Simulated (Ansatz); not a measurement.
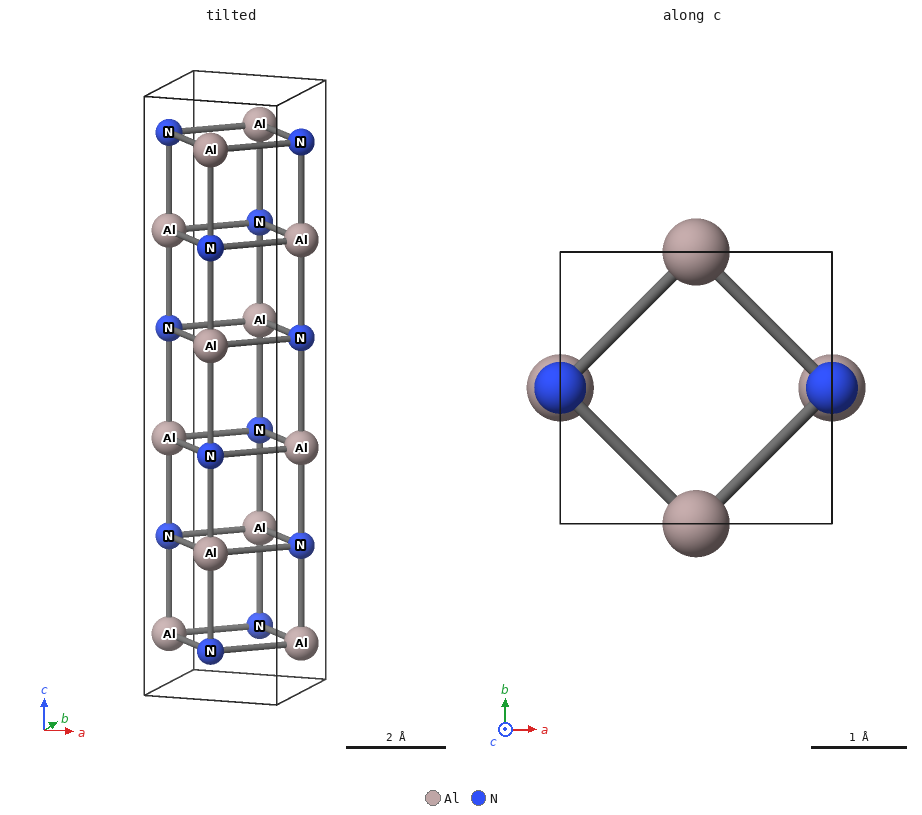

View slightly off an axis and along the c axis, drawn as a ball-and-stick model. The lines enclose the conventional unit cell; boundary atoms appear with their images.

AlN, space group P4/nmm (No. 129), a = 2.86 Å, b = 2.86 Å, c = 12.39 Å, α = 90.00°, β = 90.00°, γ = 90.00°.

Results below were computed with DFT PBEsol, scalar-relativistic, plane waves, PAW (Ansatz 0.2.0); the settings were E_cut = 420 eV, k-points about 0.27 Å⁻¹ apart, Gaussian smearing of 0.05 eV, no spin polarisation.

Does it come out as a metal, or with a gap?

An insulator at this level, with a gap of 4.20 eV on the k-mesh (the true edges may lie between mesh points, so the gap can be somewhat smaller).

What is the pressure at this volume?

The computed pressure is -3.6 GPa (stretched: it would shrink). The stress isn't hydrostatic: its largest component is 4.9 GPa.

It goes back to a structure listed in the Materials Project. The cell was then strained or its atoms displaced on purpose. Ansatz was used for an electronic-structure calculation on it.

At this level of theory the cell isn't at rest (forces up to 0.9 eV/Å), so its distances can differ from those at equilibrium, the more so the softer the solid.
